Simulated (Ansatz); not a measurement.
System: CeO₂, space group Fm-3m (No. 225) (one of a set of cubic test structures, which need not be the stable phase).

One of the inputs:
```
crystal:
  lattice:
    - [0.0, 2.711677300275, 2.711677300275]
    - [2.711677300275, 0.0, 2.711677300275]
    - [2.711677300275, 2.711677300275, 0.0]
  atoms:
    - { symbol: Ce, position: [0.0, 0.0, 0.0] }
    - { symbol: O, position: [0.25, 0.25, 0.25] }
    - { symbol: O, position: [0.75, 0.75, 0.75] }
kpoints:
  mp_grid: { grid: [4, 4, 4] }
hamiltonian:
  xc: hse06
  pseudopotentials: { kind: paw }
scf:
  occupations: { method: fermi_dirac, width: 0.05 }
  convergence: { dr2_threshold: "1e-10 eV" }
  exx: { energy_threshold: "3e-8 eV" }
output:
  forces: true
  stress: true
  eigenvalues: true
```

Launched with:
```bash
ansatz run input.yaml --threads 2
```

How it was computed, with Ansatz 0.2.0 development build: equation of state of a cubic crystal from periodic Kohn-Sham density functional theory without spin, third-order Birch-Murnaghan fit to the free energies; pressure corrected for the finite basis. Level: HSE06.

- structure type: fluorite
- atoms in cell: 3
- space group number: 225
- lattice centring: face-centred primitive
- k mesh: 4×4×4
- occupation method: Fermi–Dirac
- occupation width: 0.05 eV
- wave cutoff: 420 eV
- datasets: soft-1 PAW
- density tolerance: 0 eV
- bands: 16
- density cutoff ratio: 4
- search for lower states: default
- exchange singularity: Wigner-Seitz

Describe the result: the energy above the lowest point and pressure against volume. The volume takes the values 12.48, 12.89, 13.29, 13.70, 14.11 Å³/atom.

A third-order Birch–Murnaghan fit gives V0 = 13.08 Å³/atom, B0 = 208 GPa and B′ = 4.2. The energy above the lowest point is 17.7 meV/atom at volume 12.48 Å³/atom and 43.7 meV/atom at 14.11 Å³/atom; the lowest computed point is at volume 12.89 Å³/atom (0.0 meV/atom), and no other minimum shows. The pressure falls from 10.9 GPa at volume 12.48 Å³/atom to −13.3 GPa at 14.11 Å³/atom, and changes sign near 13.09 Å³/atom.

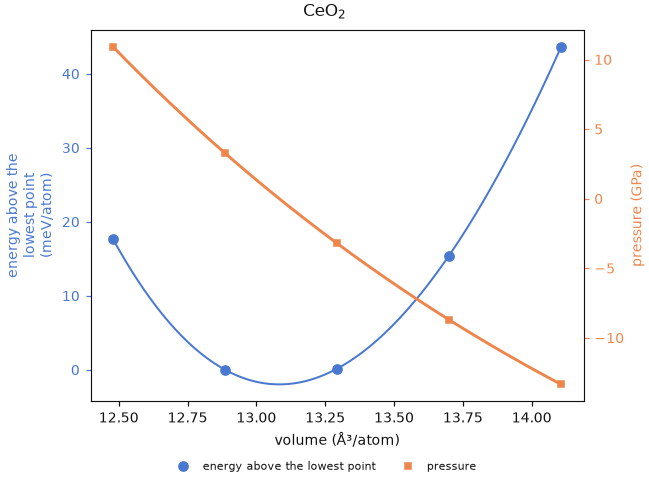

Limits of the calculation: modest k-mesh, values are not fully converged in k.
